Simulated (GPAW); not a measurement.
**BP (F-43m): how ε∞ follows the gap**

The empty bands of BP (F-43m) are shifted up rigidly by Δ, and ε∞ is computed for each shift.

Symmetry: F-43m, No. 216, cubic system. Conventional cell: a = 4.538 Å, b = 4.538 Å, c = 4.538 Å, α = 90.00°, β = 90.00°, γ = 90.00°. P on site c has 4 B at 1.97 Å as nearest neighbours. B on site a is surrounded by 4 P at 1.97 Å.

Method: GPAW 26.7.0, LDA, RPA, k-mesh 13×13×13, local fields up to 50 eV, Lorentzian half width 0.15 eV.

Launch of the response step: `OMP_NUM_THREADS=1 python df.py`. The series took 48 s in all, its band step included, on 1 thread of Arm Neoverse V2, with other jobs on the host.

```tsv
Δ (eV)	ε∞
0.00	9.094
0.40	8.601
0.80	8.165
1.20	?
1.60	7.438
2.00	7.130
```

With one effective transition at E₀ and fixed dipole strength, ε∞ − 1 = A/(E₀ + Δ), so 1/(ε∞ − 1) is linear in Δ.

Working, on the rows shown:

| x = Δ (eV) | y = 1/(ε∞ − 1) |
| --- | --- |
| 0 | 0.123548 |
| 0.4 | 0.131562 |
| 0.8 | 0.139567 |
| 1.6 | 0.155328 |
| 2 | 0.163132 |

Means: x̄ = 0.96, ȳ = 0.14263. Σ(x − x̄)(y − ȳ) = 0.05446, Σ(x − x̄)² = 2.752. Slope = 0.05446 / 2.752 = 0.01979; intercept = ȳ − slope · x̄ = 0.12363. Turned back into ε∞, the line misses the rows shown by at most 0.0054.

Question: What does the fit predict for the withheld row, and how well does it do?

Answer: At x = 1.2 the line gives y = 0.14738, that is 7.785. The run gave 7.783, so the interpolation is off by 0.0023, 0.1 % of the range in the table.

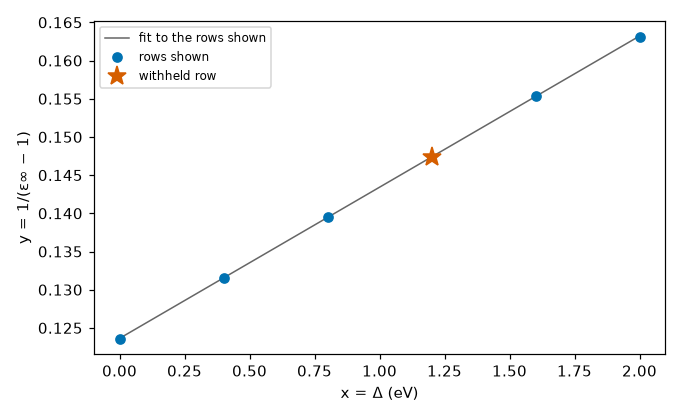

Refitted with all rows, the slope is 0.01979 and the intercept 0.12364. These give E₀ = intercept/slope = 6.2 eV, far above the least direct gap of 3.38 eV: most of the screening comes from transitions well over the edge. Over the first step ε∞ falls by 14 % per eV. Excitons are left out; LDA gaps are as a rule too small. The values come from a sum over the points of one k-mesh and carry its error, which grows as the direct gap shrinks. The local-field cutoff holds few shells of reciprocal vectors for this small cell, so ε∞ can read a few per cent high.

[Logs are printed without paths, hosts, clocks, repeated set-up lines and the standing remarks that a program may print on its own settings, such as how far it seeks lower states.]
